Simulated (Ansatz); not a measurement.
Here is a crystal structure:

```
Ti Si
1.0
     2.97137    0.00000    0.00000
     0.00000    3.23932    0.00000
     0.00000    0.00000    8.40949
Ti Si
2 4
Direct
  0.00000 0.00000 0.00000
  0.50000 0.50000 0.50000
  0.50000 0.50000 0.82964
  0.00000 0.00000 0.67036
  0.00000 0.00000 0.32964
  0.50000 0.50000 0.17036
```

Q: Summarise the structure in words.

A: The formula is TiSi2. Space group Immm (No. 71), lattice body-centred orthorhombic. The cell comprises 2 formula units: 2 Ti, 4 Si. Counting atoms within bonding range gives coordination numbers of Ti 10 and Si 9. Not all metal-metal contacts are counted.

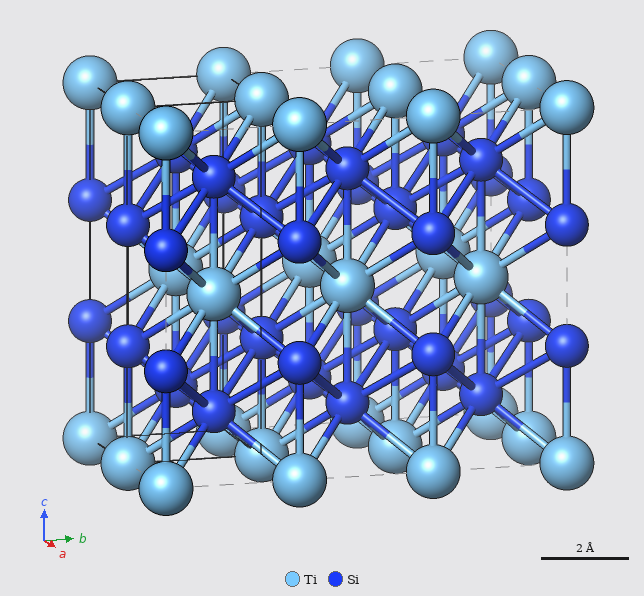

The structure above is drawn in ball-and-stick style and viewed slightly off an axis. A block of 2×3×1 cells is shown, with one conventional unit cell in solid outline.

Source of the structure: a structure listed in the Materials Project. The cell was then strained or its atoms displaced on purpose. A calculation with Ansatz used it as input.

At this level of theory the cell isn't at rest (compressed, at 8 GPa), so its distances can differ from those at equilibrium, the more so the softer the solid.
